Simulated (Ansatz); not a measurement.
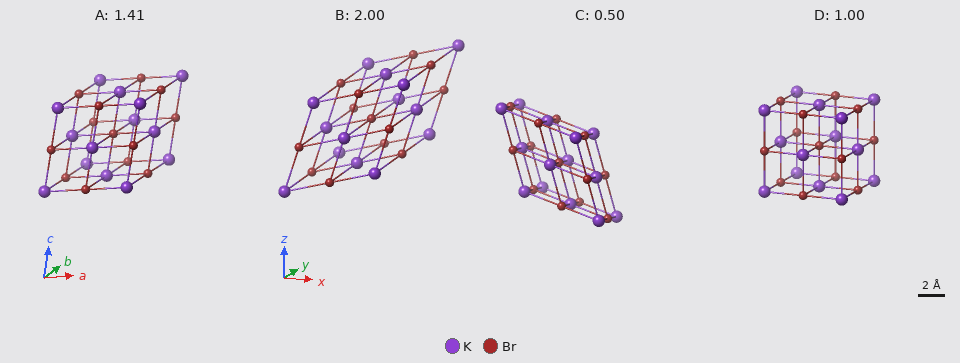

Solid KBr (Fm-3m): the ratio of the cell's length along [111] to its lengths across, counted as 1 for the reference, is changed at fixed volume (a trigonal path), with the atoms kept at their fractional coordinates. x, y and z are the Cartesian axes of the input. The picture is a ball-and-stick view of the conventional cell (4 times the calculation's cell), seen slightly off an axis. Lengths and directions refer to the drawn axes.

Method: DFT PBEsol, scalar-relativistic, plane waves, PAW in Ansatz 0.2.0. Settings: plane-wave cutoff 420 eV; k-point mesh 8 × 8 × 8; occupations gaussian; smearing width 0.05 eV; no spin polarisation. Energies (free energies at the smearing named) are counted from the relaxed crystal.

Question: Order these geometries by energy, lowest first.

Answer: Lowest first: D (the relative ratio 1.00, 0 meV/atom), C (the relative ratio 0.50, 79 meV/atom), A (the relative ratio 1.41, 139 meV/atom), B (the relative ratio 2.00, 836 meV/atom). Over the whole scan: of the computed points the lowest is at the relative ratio 1.00, 0 meV/atom. At the ends of the scan the energy is 79 meV/atom (0.50) and 836 meV/atom (2.00). The distortion takes the space group from Fm-3m to R-3m, except for Pm-3m at 0.50. At the relative ratio 2.00 the cell of the drawing goes a 6.550 → 7.352 Å, b 6.550 → 7.352 Å, c 6.550 → 7.352 Å, α 90.0° → 60.0°, β 90.0° → 60.0°, γ 90.0° → 60.0°. The band gap on the mesh, 4.34 eV in the reference, closes at 2.00.
